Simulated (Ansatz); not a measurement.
Run report: Ti3Al, geometry relaxation (part 2 of 2)

Ti3Al (P6₃/mmc, 8 atoms in the cell); DFT r2SCAN, scalar-relativistic, plane waves, PAW, no spin polarisation (Ansatz 0.2.0); cutoff 500 eV, 6×6×8 k-mesh, Gaussian smearing of 0.1 eV. The structure derives from an entry of the Crystallography Open Database.

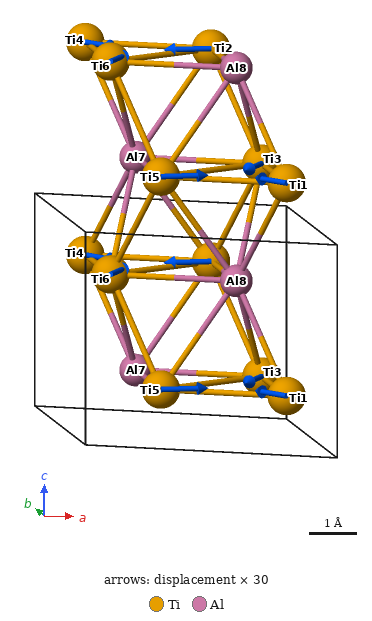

*The starting structure with the displacements (without the part carried along by the change of the cell) as blue arrows, magnified 30 times (ball-and-stick view of the cell of the calculation, repeated 1 × 1 × 2, seen slightly off an axis).*

The largest moves relative to the cell, 0.035 Å, are those of Ti1, Ti2, Ti3, Ti4, Ti5 and Ti6. Al stays in place. Cell: a = b 5.764 → 5.747 Å (−0.3 %), c 4.664 → 4.631 Å (−0.7 %). Volume −1.3 %. Distances before and after: Ti1–Ti3 2.881 → 2.812 Å, Ti1–Al8 2.865 → 2.828 Å, Ti1–Al7 2.882 → 2.874 Å, Ti1–Ti2 2.865 → 2.869 Å. The space group stays P6_3/mmc (No. 194). After 4 geometry steps the energy has fallen by 57.2 meV per cell of the calculation. The largest force component goes from 0.44 to 0.00093 eV/Å. Pressure: −1.43 GPa at the start and −0.01 GPa at the end. The line search rejected the trial step at point 1 (counted from 0) and went back. A last SCF at the same geometry on a re-selected plane-wave basis shifts the energy by +0.8 meV per cell of the calculation. (Atoms are counted from 1 in the order of the input.)

```
basis re-selected at this cell: Δ(F+E_penalty+E_count) = +7.617e-4 eV, ΔP = -0.005 GPa vs the last step (what re-selecting the basis moved, of the pressure what is left beyond the Pulay correction that the steps carried, after the strain that the cell walked since its last selection, with what the two solves' SCF thresholds leave and, on support functions, any second-order correction that the steps lacked; it is no measure of the basis error at this ecutwfc). This SCF's stress stands 1.07e-2 GPa from its target on what of the cell is left free (relax.cell.stress_tol is 5.00e-2 GPa) and its largest allowed force component is 9.31e-4 eV/Å (relax.f_tol is 5.00e-3 eV/Å): within both
SCF converged after 5 iterations
Free energy (F): -16109.520323 eV
Harris-Foulkes:  -16109.520323 eV  (|F-HF|=1.82e-12)
Internal energy: -16109.499905 eV  (E = F + TS)
E sigma→0 (E₀):  -16109.510114 eV
Entropy (-TS):   -0.020417 eV (-2.552 meV/atom)
Fermi energy:    12.236581 eV
--- Per-component energies (eV) ---
  E_band       = -1045.359918
  E_kinetic    = 1684.982047
  E_local      = -5565.194039  (includes V_loc(G=0)·N_el)
  E_nonlocal   = 65.216987
  E_hartree    = 2331.523106
  E_xc         = -632.543653
  E_vxc        = -861.013423  (∫ρ·V_xc dr)
  E_paw        = -7288.143303  (= ΣΔE_a)
  E_vpaw       = -1089.496151  (= ΣTr[D̂ρ^β])
  E_aug_tail   = 0.000555  (compensation charges beyond the density's cutoff)
  E_vtau       = 57.098060  (kinetic-family band-sum trace: ∫τ·v_τ [+ j·A + Jᵃ·Aᵃ] dr)
  E_ewald      = -6703.700646
  E_core_change = -1.640959  (= ΣΔE_core)
  E_smearing   = -0.020417  (= −TS)
  E_closure    = -0.000000  (closes the sum)
  Σ components = -16109.520323   (vs F -16109.520323, Δ=0.00e0)
--- Forces (eV/Å), atoms counted from 1 ---
  atom   1  Ti     0.00080585    -0.00046526     0.00000000
  atom   2  Ti     0.00080585     0.00046526     0.00000000
  atom   3  Ti    -0.00000000     0.00093051     0.00000000
  atom   4  Ti    -0.00080585     0.00046526     0.00000000
  atom   5  Ti    -0.00080585    -0.00046526     0.00000000
  atom   6  Ti     0.00000000    -0.00093051     0.00000000
  atom   7  Al    -0.00000000     0.00000000     0.00000000
  atom   8  Al     0.00000000    -0.00000000     0.00000000
  max |Σ_I F_I| component: 3.47e-18 eV/Å
--- Stress (GPa, compression-positive) ---
       -0.010707       0.000000       0.000000
        0.000000      -0.010707       0.000000
        0.000000       0.000000      -0.008346
  P = ⅓ Tr σ = -0.0099 GPa (-0.099 kbar)
--- Band table (eV; the first three rows and the last of 35) ---
  k-point 0: bands = ["-46.7332", "-46.6332", "-46.6320", "-46.6320", "-46.5842", "-46.5842", "-22.1912", "-22.1813", "-22.0464", "-22.0340", "-22.0340", "-21.9846", "-21.9846", "-21.9776", "-21.9776", "-21.8292", "-21.7440", "-21.7440", "-21.6799", "-21.6492", "-21.5721", "-21.5721", "-21.5688", "-21.5688", "4.1060", "7.0996", "9.7323", "9.9146", "9.9146", "9.9421", "10.0031", "10.0031", "10.2937", "10.9403", "10.9403", "11.3081", "11.3081", "11.7612", "11.8164", "12.1497", "13.1012", "13.1012", "13.1434", "13.3015", "13.3015", "14.4449", "14.4449"]
  k-point 1: bands = ["-46.7294", "-46.6371", "-46.6302", "-46.6302", "-46.5860", "-46.5860", "-22.1853", "-22.1796", "-22.0747", "-22.0747", "-22.0386", "-21.9969", "-21.9969", "-21.9318", "-21.9318", "-21.8225", "-21.7355", "-21.7355", "-21.6966", "-21.6561", "-21.5723", "-21.5723", "-21.5696", "-21.5696", "4.2291", "7.0308", "9.7583", "9.7807", "10.0030", "10.0030", "10.0173", "10.0173", "10.1327", "11.0061", "11.0061", "11.2640", "11.2640", "11.7546", "11.8717", "12.3706", "13.1573", "13.1573", "13.2215", "13.2215", "13.2309", "14.3871", "14.4493"]
  k-point 2: bands = ["-46.7186", "-46.6480", "-46.6250", "-46.6250", "-46.5911", "-46.5911", "-22.1752", "-22.1734", "-22.1136", "-22.1136", "-22.0405", "-22.0405", "-22.0112", "-21.8588", "-21.8588", "-21.8032", "-21.7434", "-21.7226", "-21.7226", "-21.6759", "-21.5731", "-21.5731", "-21.5715", "-21.5715", "4.5857", "6.8155", "9.3548", "9.3749", "10.0665", "10.0665", "10.2172", "10.2172", "10.4337", "11.1861", "11.1861", "11.1889", "11.1889", "11.7922", "11.9655", "12.7058", "13.0266", "13.0266", "13.2190", "13.2190", "13.4881", "14.0896", "14.3780"]
  k-point 34: bands = ["-46.6550", "-46.6550", "-46.6366", "-46.6366", "-46.6081", "-46.6081", "-22.1038", "-22.1038", "-22.0517", "-22.0517", "-21.9955", "-21.9955", "-21.8789", "-21.8789", "-21.8784", "-21.8784", "-21.7785", "-21.7785", "-21.7077", "-21.7077", "-21.6838", "-21.6838", "-21.6068", "-21.6068", "6.7271", "6.7271", "8.2430", "8.2430", "9.0971", "9.0971", "10.6922", "10.6922", "11.0775", "11.0775", "11.8583", "11.8583", "11.9286", "11.9286", "12.1676", "12.1676", "12.8839", "12.8839", "13.2362", "13.2362", "13.2410", "13.2410", "13.9142"]
--- Relaxed structure (5 steps of the walk, 4 accepted, 1 SCFs on fresh bases) ---
  F+E_penalty+E_count = -16109.52032288 eV   max|allowed force component| = 9.305e-4 eV/Å   (the final SCF, on the basis selected at the relaxed cell)
  cell:  # Å, volume = 132.4619 Å³
    - [5.746939539490391, 2.8782396412819865e-11, 0.0]
    - [-2.8734697697701215, 4.976995635197531, 0.0]
    - [0.0, 0.0, 4.631129888776179]
  atoms:
    - { symbol: Ti, position: [0.8297755548165703, 0.17022444518342997, 0.25] }
    - { symbol: Ti, position: [0.6595511096331402, 0.8297755548165704, 0.7500000000000002] }
    - { symbol: Ti, position: [0.8297755548165702, 0.65955110963314, 0.25] }
    - { symbol: Ti, position: [0.17022444518343002, 0.8297755548165702, 0.7500000000000002] }
    - { symbol: Ti, position: [0.34044889036686, 0.17022444518342997, 0.25] }
    - { symbol: Ti, position: [0.17022444518343002, 0.34044889036685994, 0.7500000000000002] }
    - { symbol: Al, position: [0.33333333333333337, 0.6666666666666667, 0.25] }
    - { symbol: Al, position: [0.6666666666666669, 0.33333333333333337, 0.7500000000000002] }
```

Trajectory as extended XYZ (Å, eV, eV/Å), 6 frames, from step=1 to step=6
```
8
Lattice="5.7640 0.0000 0.0000 -2.8820 4.9918 0.0000 0.0000 0.0000 4.6640" Properties=species:S:1:pos:R:3:forces:R:3 step=1 energy=-16109.46384 pressure_GPa=-1.43
Ti    4.3227    0.8321    1.1660   -0.3822   0.2207   0.0000
Ti    1.4407    4.1596    3.4980   -0.3822  -0.2207   0.0000
Ti    2.8820    3.3275    1.1660    0.0000  -0.4413   0.0000
Ti   -1.4407    4.1596    3.4980    0.3822  -0.2207   0.0000
Ti    1.4413    0.8321    1.1660    0.3822   0.2207   0.0000
Ti    0.0000    1.6643    3.4980    0.0000   0.4413   0.0000
Al    0.0000    3.3278    1.1660    0.0000   0.0000   0.0000
Al    2.8820    1.6639    3.4980    0.0000   0.0000   0.0000
8
Lattice="5.7309 0.0000 0.0000 -2.8655 4.9631 0.0000 0.0000 0.0000 4.5962" Properties=species:S:1:pos:R:3:forces:R:3 step=2 energy=-16109.46454 pressure_GPa=1.81 accepted=F
Ti    4.2387    0.8615    1.1491    0.4081  -0.2356   0.0000
Ti    1.3732    4.1016    3.4472    0.4081   0.2356   0.0000
Ti    2.8655    3.2401    1.1491    0.0000   0.4712   0.0000
Ti   -1.3732    4.1016    3.4472   -0.4081   0.2356   0.0000
Ti    1.4922    0.8615    1.1491   -0.4081  -0.2356   0.0000
Ti    0.0000    1.7231    3.4472    0.0000  -0.4712   0.0000
Al    0.0000    3.3087    1.1491    0.0000   0.0000   0.0000
Al    2.8655    1.6544    3.4472    0.0000   0.0000   0.0000
8
Lattice="5.7497 0.0000 0.0000 -2.8749 4.9794 0.0000 0.0000 0.0000 4.6335" Properties=species:S:1:pos:R:3:forces:R:3 step=3 energy=-16109.52076 pressure_GPa=-0.19
Ti    4.2832    0.8467    1.1584   -0.0196   0.0113   0.0000
Ti    1.4083    4.1327    3.4752   -0.0196  -0.0113   0.0000
Ti    2.8749    3.2860    1.1584    0.0000  -0.0226   0.0000
Ti   -1.4083    4.1327    3.4752    0.0196  -0.0113   0.0000
Ti    1.4666    0.8467    1.1584    0.0196   0.0113   0.0000
Ti    0.0000    1.6935    3.4752    0.0000   0.0226   0.0000
Al    0.0000    3.3196    1.1584    0.0000   0.0000   0.0000
Al    2.8749    1.6598    3.4752    0.0000   0.0000   0.0000
8
Lattice="5.7459 0.0000 0.0000 -2.8729 4.9761 0.0000 0.0000 0.0000 4.6306" Properties=species:S:1:pos:R:3:forces:R:3 step=4 energy=-16109.52110 pressure_GPa=0.05
Ti    4.2788    0.8470    1.1576   -0.0001   0.0000   0.0000
Ti    1.4059    4.1291    3.4729   -0.0001   0.0000   0.0000
Ti    2.8729    3.2821    1.1576    0.0000  -0.0001   0.0000
Ti   -1.4059    4.1291    3.4729    0.0001   0.0000   0.0000
Ti    1.4671    0.8470    1.1576    0.0001   0.0000   0.0000
Ti    0.0000    1.6940    3.4729    0.0000   0.0001   0.0000
Al    0.0000    3.3174    1.1576    0.0000   0.0000   0.0000
Al    2.8729    1.6587    3.4729    0.0000   0.0000   0.0000
8
Lattice="5.7469 0.0000 0.0000 -2.8735 4.9770 0.0000 0.0000 0.0000 4.6311" Properties=species:S:1:pos:R:3:forces:R:3 step=5 energy=-16109.52109 pressure_GPa=-0.01
Ti    4.2795    0.8472    1.1578    0.0007  -0.0004   0.0000
Ti    1.4061    4.1298    3.4733    0.0007   0.0004   0.0000
Ti    2.8735    3.2826    1.1578    0.0000   0.0009   0.0000
Ti   -1.4061    4.1298    3.4733   -0.0007   0.0004   0.0000
Ti    1.4674    0.8472    1.1578   -0.0007  -0.0004   0.0000
Ti    0.0000    1.6944    3.4733    0.0000  -0.0009   0.0000
Al    0.0000    3.3180    1.1578    0.0000   0.0000   0.0000
Al    2.8735    1.6590    3.4733    0.0000   0.0000   0.0000
8
Lattice="5.7469 0.0000 0.0000 -2.8735 4.9770 0.0000 0.0000 0.0000 4.6311" Properties=species:S:1:pos:R:3:forces:R:3 step=6 energy=-16109.52032 pressure_GPa=-0.01
Ti    4.2795    0.8472    1.1578    0.0008  -0.0005   0.0000
Ti    1.4061    4.1298    3.4733    0.0008   0.0005   0.0000
Ti    2.8735    3.2826    1.1578    0.0000   0.0009   0.0000
Ti   -1.4061    4.1298    3.4733   -0.0008   0.0005   0.0000
Ti    1.4674    0.8472    1.1578   -0.0008  -0.0005   0.0000
Ti    0.0000    1.6944    3.4733    0.0000  -0.0009   0.0000
Al    0.0000    3.3180    1.1578    0.0000   0.0000   0.0000
Al    2.8735    1.6590    3.4733    0.0000   0.0000   0.0000
```

This output came from the following input.

Input
```yaml
crystal:
  lattice:
    - [5.7639998149, 0.0, 0.0]
    - [-2.8819999075, 4.9917702671, 0.0]
    - [0.0, 0.0, 4.664]
  atoms:
    - { symbol: Ti, position: [0.8333, 0.1667, 0.25] }
    - { symbol: Ti, position: [0.6666, 0.8333, 0.75] }
    - { symbol: Ti, position: [0.8333, 0.6666, 0.25] }
    - { symbol: Ti, position: [0.1667, 0.8333, 0.75] }
    - { symbol: Ti, position: [0.3334, 0.1667, 0.25] }
    - { symbol: Ti, position: [0.1667, 0.3334, 0.75] }
    - { symbol: Al, position: [0.3333333333, 0.6666666667, 0.25] }
    - { symbol: Al, position: [0.6666666667, 0.3333333333, 0.75] }
basis:
  ecutwfc: 500
kpoints:
  mp_grid: { grid: [6, 6, 8] }
hamiltonian:
  xc: r2scan
scf:
  occupations: { method: gaussian, width: 0.1 }
output:
  forces: true
  stress: true
  eigenvalues: true
relax:
  adjacent_minimum: "off"
  f_tol: 0.005
  max_steps: 80
  cell: { stress_tol: 0.05 }
```

Launch command:
```bash
ansatz run input.yaml --threads 4 --pin off --max-ram 10240MiB --backend cpu --events-out ev --progress --plain --runs-dir out
```

Results in brief

```json
{"quantity": "outcome", "value": "converged"}
{"quantity": "space group (tolerance 0.01 Å)", "value": "P6₃/mmc (194)"}
{"quantity": "electrons treated", "value": "78"}
{"quantity": "free energy", "value": "−16109.5203 eV"}
{"quantity": "Fermi energy", "value": "12.237 eV"}
{"quantity": "gap on the k-point mesh", "value": "none (metallic)"}
{"quantity": "pressure", "value": "−0.01 GPa"}
{"quantity": "final volume", "value": "132.46 Å³"}
{"quantity": "largest force (length of the vector) at the end", "value": "0.001 eV/Å"}
{"quantity": "final cell", "value": "a = 5.747 Å, b = 5.747 Å, c = 4.631 Å, α = 90.00°, β = 90.00°, γ = 120.00°"}
{"quantity": "hardware", "value": "4 threads of Intel Xeon (Granite Rapids), 32 GiB of memory available, shared host"}
{"quantity": "wall time", "value": "21 s (CPU time 81 s)"}
{"quantity": "peak memory", "value": "0.99 GiB"}
```
